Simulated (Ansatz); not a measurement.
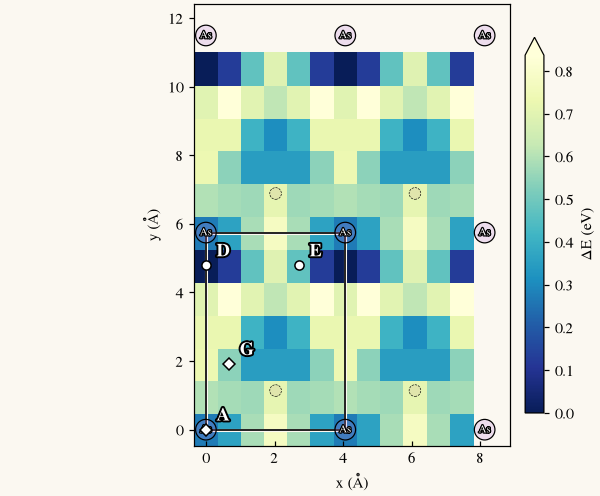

H on a GaAs(110) slab cut from the F-43m phase, its upper half relaxed before the scan (6 atoms of substrate and one adsorbate in a 1 × 1 cell). H is moved over the surface cell; relaxed at each place: the height of the adsorbate's atoms; substrate rigid; the origin of the map has the adsorbate above As6. Places are given modulo a cell vector. The map is drawn in real space over the plane of the surface. Grid: 6 × 6 points; 24 points were computed and 12 follow by symmetry. Energies: eV, counted from the lowest grid point. At some places the adsorbate sinks to or below the level of the top layer. The magnetic moment jumps between some neighbouring points. With one adsorbate in each 1 × 1 cell, its nearest image is 4.1 Å away, so neighbouring adsorbates interact. Method: DFT PBE, scalar-relativistic, plane waves, PAW (Ansatz 0.2.0). Settings: cutoff 420 eV, k-mesh 7×5×1, gaussian smearing 0.05 eV, spin-polarised.

The picture shows one coloured cell a grid point, labelled circles for the atoms of the top layer and small ones for the second layer, the outline of one cell of the 2 × 2 shown, one colour for all values above the top of the scale, lettered points.

Q: Is E the lowest point of the computed grid?

A: No. E lies 0.47 eV above the lowest grid point, which is at (0/6, 5/6) of the cell vectors [nearest 1 As at 1.54 Å].

Q: Rank the lettered points by energy, lowest first.

A: D (0.00 eV), A (0.27 eV), E (0.47 eV), G (0.54 eV).

PAW datasets: the set soft_1.
